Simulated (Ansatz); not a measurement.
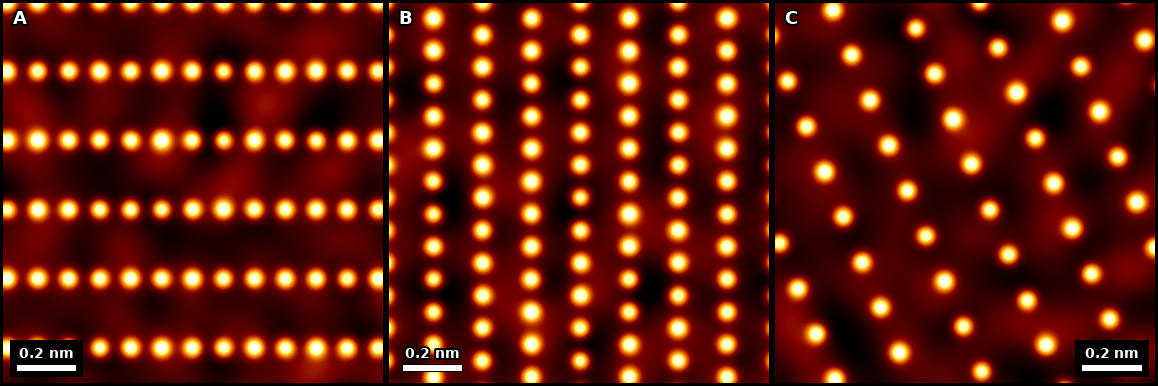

Three views of Ni (Pm-3m, No. 221) along different zone axes. The image is simulated as a sum over atoms of Z^1.7, blurred by a 0.51 Å probe (no channelling). The speckle of an amorphous layer was added. Structure: the end point of a relaxation with DFT, BLYP, plane waves (420 eV) with PAW, scalar-relativistic in Ansatz 0.2.0; the starting structure was generated, so it need not be a known form of this composition.

```
Ni
1.0
     2.36694    0.00000    0.00000
     0.00000    2.36694    0.00000
     0.00000    0.00000    2.36694
Ni
1
Direct
  0.00000 0.00000 0.00000
```

Match the panels to the zone axes [110], [210] and [221].

Answer. A is [210]: projected cell 1.06 × 2.37 Å, 90°, plane group p2mm. B is [221]: projected cell 1.12 × 1.76 Å, 108°, plane group c2mm. C is [110]: projected cell 1.67 × 2.37 Å, 90°, plane group p2mm.
